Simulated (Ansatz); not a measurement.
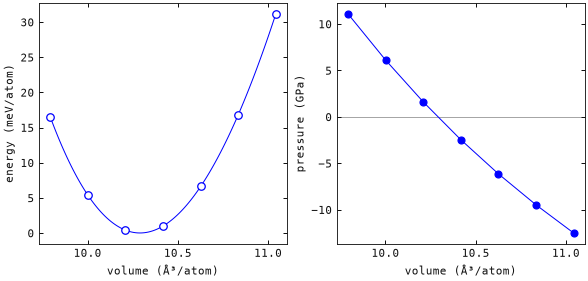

The figure shows the energy and pressure against volume for AlN, space group F-43m (No. 216).

Cell as given: a = 3.089 Å, b = 3.089 Å, c = 3.089 Å, α = 60.00°, β = 60.00°, γ = 60.00°; 2 atoms.

How it was computed, with Ansatz 0.2.0: plane-wave DFT, no spin polarisation; energies at scaled volumes of the given cell, shape and fractions fixed, counted from the fit's minimum, third-order Birch-Murnaghan fit. Level: revPBE with D4.

k mesh 10×10×10; occupations Fermi–Dirac; smearing width 0.05 eV; potentials Ansatz PAW; wave cutoff 420 eV; density cutoff 1680 eV.

The numbers behind the figure:

```csv
volume (Å³/atom),energy (meV/atom),pressure (GPa)
9.79,16.52,11.10
10.00,5.40,6.12
10.21,0.39,1.62
10.42,1.00,-2.46
10.63,6.62,-6.14
10.83,16.81,-9.48
11.04,31.18,-12.51
```

Limits of the calculation: the functional was run on potentials made for another functional.
